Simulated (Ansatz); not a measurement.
## Electronic structure of KF in real space

The calculation's input:

```
crystal:
  lattice:
    - [3.1788706815, 0.0, 0.0]
    - [0.0, 3.1788706815, 0.0]
    - [0.0, 0.0, 3.0997168015]
  atoms:
    - { symbol: K, position: [0.0, 0.0, 0.0] }
    - { symbol: F, position: [0.5, 0.5, 0.5] }
kpoints:
  mp_grid: { grid: [6, 6, 6] }
  band_path:
    path: [[0.0, 0.0, 0.0], [0.0, 0.5, 0.0], [0.5, 0.5, 0.0], [0.5, 0.5, 0.5]]
    npoints: 1
hamiltonian:
  xc: hse06
scf:
  occupations: { method: fixed }
  n_extra_bands: 4
output:
  forces: true
  stress: true
  eigenvalues: true
  write_density: true
  write_potential: true
  elf: true
  volumetric_format: npy
```

Run with:

```sh
ansatz run input.yaml --threads 4 --pin off --max-ram 3686MiB --backend cpu --events-out ev --progress --plain --runs-dir out
```

Below, planes, directions and counts refer to the conventional cell (a = 3.18 Å, b = 3.18 Å, c = 3.10 Å, α = 90.00°, β = 90.00°, γ = 90.00°).

Space group P4/mmm; started from the CsCl prototype, which need not be the ambient phase; changed on purpose from its base cell (uniaxial z strain -2.5%); computed pressure about 3 GPa in this cell.

All numbers below come from Ansatz 0.2.0, DFT, HSE06, plane waves, PAW.

The density is the valence pseudo-density of a PAW calculation; it isn't the true density close to the nuclei.

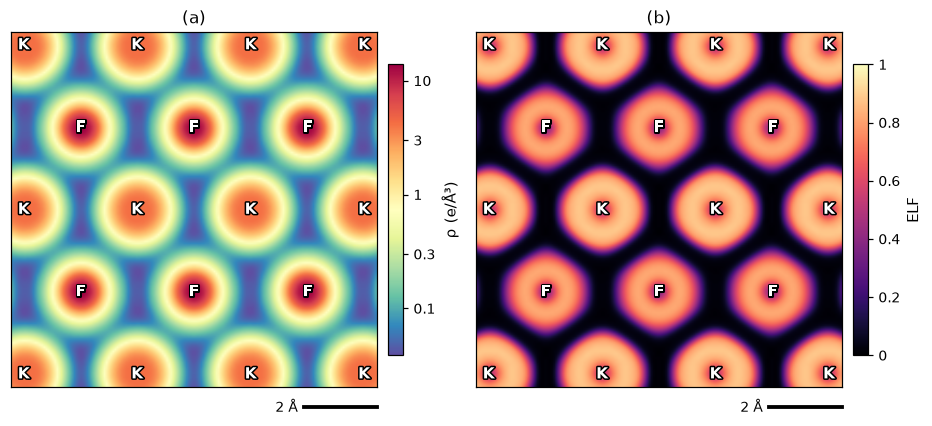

Figure 1. (a) valence pseudo-density; (b) electron localisation function on the (110) plane of the conventional cell.

Question: What do the fields say about this system?

Answer:
- The section cuts through K and F sites.
- K–F (2.73 Å): ρ is about 0.11 e/Å³ halfway; the ELF is about 0.05 at the midpoint; an ionic contact with no shared pair.
- Between the atoms the lowest density in this plane is 0.04 e/Å³.
- The features right at K lie inside the PAW spheres, where the map follows smoothed inner orbitals and isn't to be read closely.

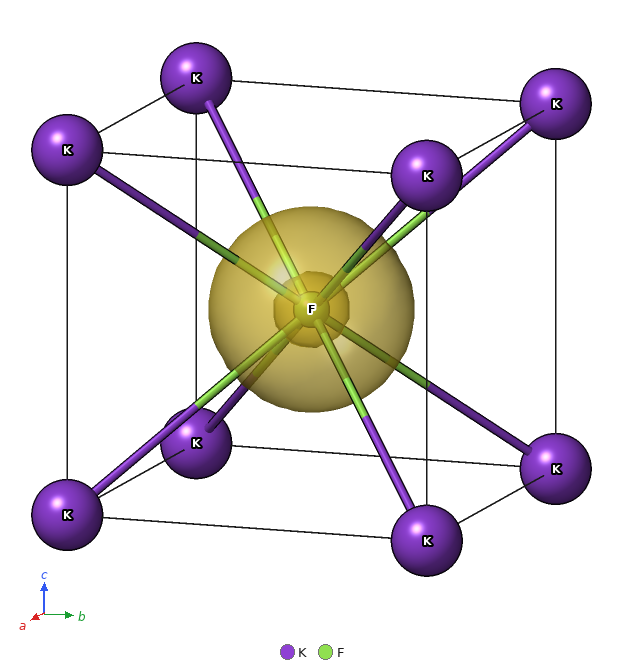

Figure 2. Isosurface of the electron localisation function at 0.7 (yellow), seen slightly off an axis. Only the valence region is drawn (cores and ρ < 0.01 e/Å³ removed). Sticks mark near contacts.

Question: Describe the localisation domains.

Answer: At this value the surface marks out one region wrapped around F (its valence shell), counted in one cell of 2 atoms. Any copies at cell faces, edges or corners count once.

Question: Does the calculation give a band gap?

Answer: It is gapped, with a Kohn–Sham gap of 9.1 eV on the k-point mesh, an upper bound to the gap of this method.
